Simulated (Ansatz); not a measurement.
**V: 5 runs along one coordinate**

System: V (P6₃/mmc, 2 atoms in the cell).
Method: DFT PBEsol, scalar-relativistic, plane waves, PAW, no spin polarisation (Ansatz 0.2.0).

The 5 runs differ only in the geometry, by a strain of the cell at fixed fractional positions. Against run 3, the strain is εzz = η. The structure derives from a Materials Project entry.

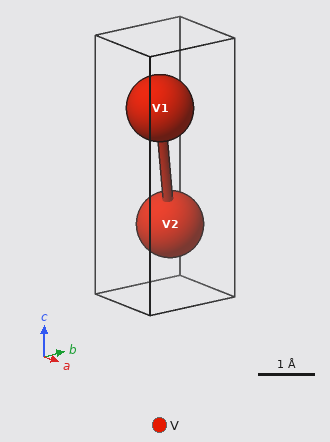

Figure 1. The structure of run 3 (ball-and-stick view of the cell of the calculation, seen slightly off an axis; atoms are numbered from 1 in the order of the input).

## Input of run 3
```yaml
crystal:
  lattice:
    - [2.5261652796, 0.0, 0.0]
    - [-1.2630826398, 2.1877233063, 0.0]
    - [0.0, 0.0, 4.723336]
  atoms:
    - { symbol: V, position: [0.6666666667, 0.3333333333, 0.75] }
    - { symbol: V, position: [0.3333333333, 0.6666666667, 0.25] }
basis:
  ecutwfc: 420
kpoints:
  mp_grid: { grid: [21, 21, 10] }
hamiltonian:
  xc: pbesol
scf:
  occupations: { method: gaussian, width: 0.15 }
output:
  forces: true
  stress: true
  eigenvalues: true
```

Command:
```bash
ansatz run input.yaml --threads 1 --pin off --max-ram 1228MiB --backend cpu --events-out ev --progress --plain --runs-dir out
```

Run 2 differs from it as follows:
```diff
-    - [0.0, 0.0, 4.723336]
+    - [0.0, 0.0, 4.65248596]
```

## Results, with one run withheld

| run | strain parameter η (%) | free energy per atom, from the lowest run given (meV) | pressure (GPa) |
| --- | --- | --- | --- |
| 1 | −3.0000 | 9.95 | 10.45 |
| 2 | −1.5000 | ? | ? |
| 3 | 0.0000 | 0.00 | 4.06 |
| 4 | 1.5000 | 4.38 | 1.32 |
| 5 | 3.0000 | 14.27 | −1.15 |

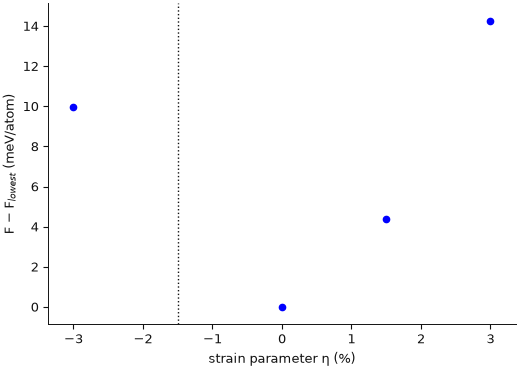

Figure 2. Free energy per atom of the runs given; the dotted line marks run 2.

Estimate the energy of run 2 from the others.

A quadratic polynomial in the coordinate, fitted to the 4 runs given, misses them by at most 0.16 meV per atom. With x = η − 0.3750, it reads F = 0.58153 + 1.7341 x + 1.3345 x² (meV per atom). At run 2 it gives 2.02 meV per atom, and the run itself gives 1.67. The fit has its minimum at η = −0.2747 %.

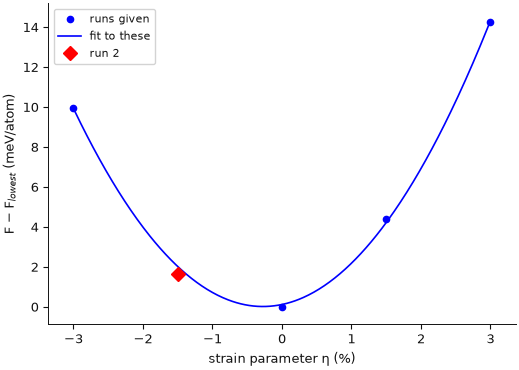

Figure 3. The fit and the withheld run.

## Output, shortened to warnings, some set-up lines, iterations and results (run 2)
```
Basis set: ecut = 420 eV, 513 PW (Γ), exchange–correlation on 36×36×64 points (8 copies of the dense FFT grid, shifted against one another)
Symmetry: 24 space group operations
k-points: 288 of 4410
Initial density: superposition of atomic densities (neutral atoms: chi_scale 0, normalization atom), corrected by the library's trained network
[...]
SCF iter   1: F=—  HF=-5770.035765 eV  |F-HF|=—  |Δ(HF+E_count)|=         —  Δρ=5.95e-3  dr2=4.57e-3  ethr=1.77e-3  ⟨swp⟩=3.4  Hψ=17478  notcnv=0
SCF iter   2: F=—  HF=-5770.034771 eV  |F-HF|=—  |Δ(HF+E_count)|=   9.93e-4  Δρ=2.74e-3  dr2=1.07e-3  ethr=1.76e-5  ⟨swp⟩=2.4  Hψ=9898  notcnv=0
SCF iter   3: F=—  HF=-5770.034622 eV  |F-HF|=—  |Δ(HF+E_count)|=   1.50e-4  Δρ=7.02e-4  dr2=5.44e-5  ethr=4.12e-6  ⟨swp⟩=2.4  Hψ=6478  notcnv=0
SCF iter   4: F=—  HF=-5770.034641 eV  |F-HF|=—  |Δ(HF+E_count)|=   1.91e-5  Δρ=1.01e-4  dr2=1.11e-6  ethr=2.09e-7  ⟨swp⟩=2.6  Hψ=8681  notcnv=0
SCF iter   5: F=-5770.034641 eV  HF=-5770.034641 eV  |F-HF|=1.21e-8  |Δ(HF+E_count)|=   4.64e-7  Δρ=2.52e-5  dr2=8.53e-8  ethr=4.27e-9  ⟨swp⟩=2.4  Hψ=7479  notcnv=0
SCF iter   6: F=-5770.034641 eV  HF=-5770.034641 eV  |F-HF|=9.00e-10  |Δ(HF+E_count)|=   3.58e-8  Δρ=3.23e-6  dr2=1.23e-9  ethr=3.28e-10  ⟨swp⟩=2.1  Hψ=18477  notcnv=0
SCF 1 converged in 6 iterations: F = -5770.034641 eV  dr2 = 1.23e-9
SCF converged after 6 iterations
Free energy (F): -5770.034641 eV
Harris-Foulkes:  -5770.034641 eV  (|F-HF|=9.00e-10)
Internal energy: -5769.999294 eV  (E = F + TS)
E sigma→0 (E₀):  -5770.016967 eV
Entropy (-TS):   -0.035347 eV (-17.674 meV/atom)
Fermi energy:    17.676997 eV
--- Per-component energies (eV) ---
  E_band       = -263.745375
  E_kinetic    = 676.268556
  E_local      = -1739.725029  (includes V_loc(G=0)·N_el)
  E_nonlocal   = -86.396864
  E_hartree    = 806.808385
  E_xc         = -259.906638
  E_vxc        = -331.003795  (∫ρ·V_xc dr)
  E_paw        = -2173.915836  (= ΣΔE_a)
  E_vpaw       = -396.504985  (= ΣTr[D̂ρ^β])
  E_aug_tail   = 0.000533  (compensation charges beyond the density's cutoff)
  E_ewald      = -2993.431758
  E_core_change = 0.299358  (= ΣΔE_core)
  E_smearing   = -0.035347  (= −TS)
  E_closure    = -0.000000  (closes the sum)
  Σ components = -5770.034641   (vs F -5770.034641, Δ=0.00e0)
--- Forces (eV/Å), atoms counted from 1 ---
  atom   1  V      0.00000000     0.00000000     0.00000000
  atom   2  V     -0.00000000    -0.00000000     0.00000000
  max |Σ_I F_I| component: 0.00e0 eV/Å
--- Stress (GPa, compression-positive) ---
        8.641611       0.000000       0.000000
        0.000000       8.641611       0.000000
        0.000000       0.000000       3.997835
  P = ⅓ Tr σ = 7.0937 GPa (70.937 kbar)
```

Notes: The run has no spin polarisation, so a magnetic state may lie lower.
